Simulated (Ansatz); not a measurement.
## Single-point calculation of InPd

InPd (Pm-3m, 2 atoms in the cell), computed with DFT PBE, spin-orbit coupling, plane waves, PAW (Ansatz 0.2.0).

The structure derives from a Materials Project entry. It belongs to a series of runs on one base structure; here: states of the whole zone by energy, transport at constant relaxation time. Figures and captions count atoms from 1; the log counts them from 0 in places.

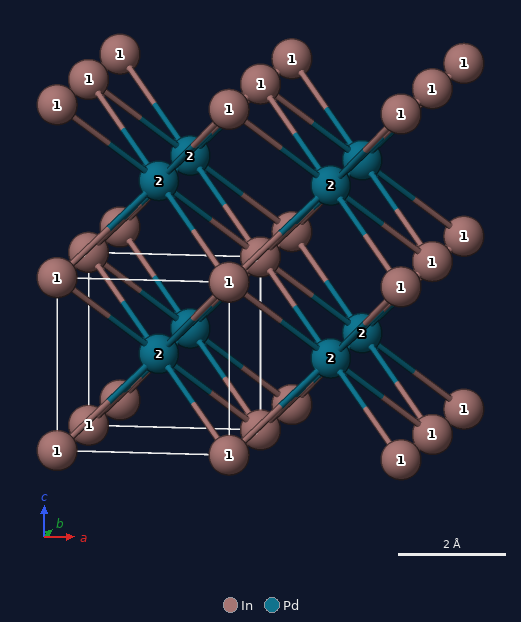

Figure 1. The structure as given in the input (ball-and-stick view of the cell of the calculation, repeated 2 × 2 × 2, seen slightly off an axis; atoms are numbered from 1 in the order of the input). An atom can appear more than once, as a periodic image.

## The input
```yaml
crystal:
  lattice:
    - [3.2718854293, 0.0, 0.0]
    - [0.0, 3.2718854293, 0.0]
    - [0.0, 0.0, 3.2718854293]
  atoms:
    - { symbol: In, position: [0.0, 0.0, 0.0] }
    - { symbol: Pd, position: [0.5, 0.5, 0.5] }
basis:
  ecutwfc: 420
  ecutrho_ratio: 4
kpoints:
  mp_grid: { grid: [8, 8, 8] }
hamiltonian:
  xc: pbe
scf:
  occupations: { method: gaussian, width: 0.05 }
output:
  forces: true
  stress: true
  eigenvalues: true
  populations: true
  states_by_energy: { minimum_broadening: 0.05 }
magnetization:
  noncollinear: true
  spin_orbit: true
```

Hardware: 4 threads of Intel Xeon (Granite Rapids), 12 GiB of memory available, shared host.

Run as:
```bash
ansatz run input.yaml --threads 4 --pin off --max-ram 9216MiB --backend cpu --events-out ev --progress --plain --runs-dir out
```

## The program's output
```
Engine: ansatz 0.2.0, x86_64-unknown-linux-gnu
Pseudopotentials: kind: paw_fr
Pseudopotential: In, paw_fr, valence charge 13, recommended cutoff 420 eV (normal), In.paw.azcp#standard-fr
Pseudopotential: Pd, paw_fr, valence charge 18, recommended cutoff 420 eV (normal), Pd.paw.azcp#standard-fr
Functional definition: PBE
  parameter kappa = 0.804
  parameter beta = 0.06672455060314922
  exchange = pbe_x(kappa = kappa, mu = beta*pi^2/3)
  correlation = pbe_c(beta = beta)
non-collinear run that drives no moment, with spin-orbit: no starting moment large enough to seed its density (crystal.atoms[].spin), no starting occupations that ask for one, no magnetisation constraint and no magnetic field, so the semilocal B_xc is pinned to zero
Crystal: 2 atoms, lattice volume = 35.026 Å³
Basis set: ecut = 420 eV, 691 PW (Γ), exchange–correlation on 48×48×48 points (8 copies of the dense FFT grid, shifted against one another)
Bands: 40, of which v1, the nominal top of the filled ones, is band 31 counted from 1 (30 counted from 0)
Symmetry: 48 space group operations + 48 with time reversal
Magnetic group: BNS 221.93 (UNI 1595), of the structure as read, at distance tolerance 3.3e-5 Å
k-points: 35 of 512
Projection manifold: j_resolved (fully-relativistic pseudo-atomic orbitals)
Non-local potential: In, projectors of the file, l = 0: 2, l = 1: 4, l = 2: 4, l = 3: 4
Non-local potential: Pd, projectors of the file, l = 0: 2, l = 1: 4, l = 2: 4, l = 3: 2
PAW form: soft (Blöchl's): semilocal exchange-correlation on the pseudo side does not see the compensation charge
PAW one-centre angular grid: In, 590 points (default); XC on 64 Gauss nodes
PAW one-centre angular grid: Pd, 590 points (default); XC on 64 Gauss nodes
Initial density: superposition of atomic densities (chi_scale 0.1, normalization cell, long waves kept (reshape's long-wave potential 0.00 eV rms))
Initial wavefunctions: pseudopotential atomic-orbital guess
Functional: x = pbe(κ = 0.804, μ = 0.2195149727645171), c = pbe(β = 0.06672455060314922)
SCF iter   1: F=—  HF=-12578.952068 eV  |F-HF|=—  |Δ(HF+E_count)|=         —  Δρ=1.93e-1  dr2=1.84e1  dr2_m=0.00e0 (ungated)  ethr=3.10e-3  |M|=0.00e0 ∫|m|=0.00e0 μB  |m|>n=0.0e0 m-floor=0.0e0 τ_xc=0.0e0  β_m=0.30  ⟨swp⟩=8.5  Hψ=3496  notcnv=0  defer=10
preconditioner: auto → none  [insulator: Δε(μ)=0.079 eV  Ē_g=14.526 eV  σ=0.050 eV  W_gap=0.50  n_scr=6 (ndim 8)  ℏωp=30.1 eV  f_vac=0.000  D(μ)=2.30/eV (n_scr^D=26)  ε∞_Penn≈5.3]
SCF iter   2: F=—  HF=-12576.296447 eV  |F-HF|=—  |Δ(HF+E_count)|=    2.66e0  Δρ=8.49e-2  dr2=2.68e0  dr2_m=0.00e0 (ungated)  ethr=3.10e-3  |M|=0.00e0 ∫|m|=0.00e0 μB  |m|>n=0.0e0 m-floor=0.0e0 τ_xc=0.0e0  β_m=0.26  ⟨swp⟩=3.6  Hψ=1716  notcnv=0  defer=128
SCF iter   3: F=—  HF=-12575.664976 eV  |F-HF|=—  |Δ(HF+E_count)|=   6.31e-1  Δρ=2.52e-2  dr2=1.00e-1  dr2_m=0.00e0 (ungated)  ethr=3.10e-3  |M|=0.00e0 ∫|m|=0.00e0 μB  |m|>n=0.0e0 m-floor=0.0e0 τ_xc=0.0e0  β_m=0.59  ⟨swp⟩=2.5  Hψ=1129  notcnv=0  defer=134
SCF iter   4: F=—  HF=-12575.668319 eV  |F-HF|=—  |Δ(HF+E_count)|=   3.34e-3  Δρ=1.55e-2  dr2=1.44e-1  dr2_m=0.00e0 (ungated)  ethr=3.24e-4  |M|=0.00e0 ∫|m|=0.00e0 μB  |m|>n=0.0e0 m-floor=0.0e0 τ_xc=0.0e0  β_m=0.54  ⟨swp⟩=3.0  Hψ=1511  notcnv=0  defer=130
SCF iter   5: F=—  HF=-12575.640632 eV  |F-HF|=—  |Δ(HF+E_count)|=   2.77e-2  Δρ=5.48e-3  dr2=1.85e-2  dr2_m=0.00e0 (ungated)  ethr=3.24e-4  |M|=0.00e0 ∫|m|=0.00e0 μB  |m|>n=0.0e0 m-floor=0.0e0 τ_xc=0.0e0  β_m=0.61  ⟨swp⟩=2.2  Hψ=905  notcnv=0  defer=128
SCF iter   6: F=—  HF=-12575.637138 eV  |F-HF|=—  |Δ(HF+E_count)|=   3.49e-3  Δρ=2.04e-3  dr2=2.62e-3  dr2_m=0.00e0 (ungated)  ethr=5.96e-5  |M|=0.00e0 ∫|m|=0.00e0 μB  |m|>n=0.0e0 m-floor=0.0e0 τ_xc=0.0e0  β_m=0.80  ⟨swp⟩=1.1  Hψ=765  notcnv=0  defer=128
SCF iter   7: F=—  HF=-12575.636580 eV  |F-HF|=—  |Δ(HF+E_count)|=   5.58e-4  Δρ=5.63e-5  dr2=8.84e-7  dr2_m=0.00e0 (ungated)  ethr=8.44e-6  |M|=0.00e0 ∫|m|=0.00e0 μB  |m|>n=0.0e0 m-floor=0.0e0 τ_xc=0.0e0  β_m=0.86  ⟨swp⟩=2.0  Hψ=821  notcnv=0  defer=128
SCF iter   8: F=—  HF=-12575.636580 eV  |F-HF|=—  |Δ(HF+E_count)|=   1.42e-7  Δρ=1.14e-5  dr2=5.74e-8  dr2_m=0.00e0 (ungated)  ethr=3.23e-10  |M|=0.00e0 ∫|m|=0.00e0 μB  |m|>n=0.0e0 m-floor=0.0e0 τ_xc=0.0e0  β_m=0.91  ⟨swp⟩=10.7  Hψ=3498  notcnv=0
SCF iter   9: F=-12575.636580 eV  HF=-12575.636580 eV  |F-HF|=1.22e-9  |Δ(HF+E_count)|=   9.13e-9  Δρ=1.59e-6  dr2=1.34e-9  dr2_m=0.00e0 (ungated)  ethr=1.85e-10  |M|=0.00e0 ∫|m|=0.00e0 μB  |m|>n=0.0e0 m-floor=0.0e0 τ_xc=0.0e0  ⟨swp⟩=1.8  Hψ=1777  notcnv=0
SCF 1 converged in 9 iterations: F = -12575.636580 eV  dr2 = 1.34e-9
  greatest PAW one-centre occupation: 0.999 electrons in one spin orbital (limit 2), on the Pd atom at site 1 (counted from 0), in its partial waves of l = 0
NSCF: frozen V_eff on 8 k-points
SCF converged after 9 iterations
Magnetization: |M| = 0.0000 μB,  M = (+0.0000, +0.0000, +0.0000) μB
Absolute magnetization: 0.0000 μB (∫|m|)
  site 0: m = (+0.0000, +0.0000, +0.0000) μB, |m| = 0.0000 μB  (R = 1.17 Å)
  site 1: m = (+0.0000, +0.0000, +0.0000) μB, |m| = 0.0000 μB  (R = 1.17 Å)
Free energy (F): -12575.636580 eV
Harris-Foulkes:  -12575.636580 eV  (|F-HF|=1.22e-9)
Internal energy: -12575.632925 eV  (E = F + TS)
E sigma→0 (E₀):  -12575.634752 eV
Entropy (-TS):   -0.003654 eV (-1.827 meV/atom)
Fermi energy:    16.648943 eV
--- Per-component energies (eV) ---
  E_band       = -144.965341
  E_kinetic    = 760.499689
  E_local      = -2899.628803  (includes V_loc(G=0)·N_el)
  E_nonlocal   = 584.048263
  E_hartree    = 1179.340213
  E_xc         = -384.931105
  E_vxc        = -312.343861  (∫ρ·V_xc dr)
  E_paw        = -7911.047192  (= ΣΔE_a)
  E_vpaw       = -636.223098  (= ΣTr[D̂ρ^β])
  E_aug_tail   = 0.000244  (compensation charges beyond the density's cutoff)
  E_ewald      = -3903.914234
  E_smearing   = -0.003654  (= −TS)
  E_closure    = -0.000000  (closes the sum)
  Σ components = -12575.636580   (vs F -12575.636580, Δ=0.00e0)
--- Forces (eV/Å), atoms counted from 1 ---
  atom   1  In    -0.00000000    -0.00000000     0.00000000
  atom   2  Pd     0.00000000    -0.00000000     0.00000000
  max |Σ_I F_I| component: 7.89e-30 eV/Å
--- Stress (GPa, compression-positive) ---
        3.522700      -0.000000       0.000000
       -0.000000       3.522700       0.000000
        0.000000       0.000000       3.522700
  P = ⅓ Tr σ = 3.5227 GPa (35.227 kbar)
--- Band table (eV; the first three rows and the last of 35) ---
  k-point 0: bands = ["-67.7591", "-67.7591", "-36.6037", "-36.6037", "-32.1380", "-32.1380", "-32.1380", "-32.1380", "1.4813", "1.4813", "1.4813", "1.4813", "2.3344", "2.3344", "2.3344", "2.3344", "2.5440", "2.5440", "6.6928", "6.6928", "12.9031", "12.9031", "12.9031", "12.9031", "14.3983", "14.3983", "14.3983", "14.3983", "14.6759", "14.6759", "20.4731", "20.4731", "21.2121", "21.2121", "21.2121", "21.2121", "26.1688", "26.1688", "27.3330", "27.3330"]
  k-point 1: bands = ["-67.7589", "-67.7589", "-36.6047", "-36.6047", "-32.1415", "-32.1415", "-32.1377", "-32.1377", "1.4855", "1.4855", "1.5068", "1.5068", "2.3363", "2.3363", "2.3451", "2.3451", "2.5352", "2.5352", "6.9412", "6.9412", "12.9039", "12.9039", "12.9369", "12.9369", "14.2198", "14.2198", "14.3120", "14.3120", "14.5758", "14.5758", "19.4288", "19.4288", "21.2447", "21.2447", "21.7005", "21.7005", "26.6018", "26.6018", "27.2426", "27.2426"]
  k-point 2: bands = ["-67.7584", "-67.7584", "-36.6072", "-36.6072", "-32.1497", "-32.1497", "-32.1368", "-32.1368", "1.4951", "1.4951", "1.5575", "1.5575", "2.3386", "2.3386", "2.3814", "2.3814", "2.5174", "2.5174", "7.6802", "7.6802", "12.8585", "12.8585", "12.9052", "12.9052", "13.8373", "13.8373", "14.0072", "14.0072", "14.4867", "14.4867", "17.2267", "17.2267", "22.5017", "22.5017", "23.0026", "23.0026", "26.7488", "26.7488", "27.0057", "27.0057"]
  k-point 34: bands = ["-67.7546", "-67.7546", "-36.6238", "-36.6238", "-32.1676", "-32.1676", "-32.1676", "-32.1676", "1.5596", "1.5596", "1.5596", "1.5596", "2.2522", "2.2522", "2.6174", "2.6174", "2.6174", "2.6174", "11.8604", "11.8604", "11.8604", "11.8604", "11.8893", "11.8893", "15.0926", "15.0926", "15.0926", "15.0926", "16.6845", "16.6845", "20.3065", "20.3065", "20.6635", "20.6635", "20.6635", "20.6635", "20.9832", "20.9832", "21.2322", "21.2322"]
--- Löwdin populations: 2 sites ---
  site symbol       q [e]
     0     In     13.4850
     1     Pd     17.4163
  spilling = 0.003183 (of n_electrons = 31.000000)
```

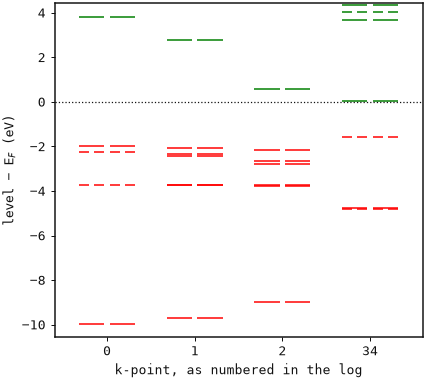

Figure 2. Kohn–Sham levels near the Fermi level (dotted) at the few k-points that the log prints; levels within 0.02 eV of each other stand side by side. The system is metallic on the full mesh.

## Key numbers

| quantity | value |
| --- | --- |
| outcome | converged |
| space group (tolerance 0.01 Å) | Pm-3m (221) |
| electrons treated | 31 |
| free energy | −12575.6366 eV |
| Fermi energy | 16.649 eV |
| gap on the k-point mesh | none (metallic) |
| net moment of the cell | 0.00 μB |
| integrated absolute moment | 0.00 μB |
| pressure | 3.52 GPa |
| largest force (length of the vector) | under 0.001 eV/Å |
| wall time | 59 s (CPU time 3.9 min) |
| peak memory | 1.2 GiB |
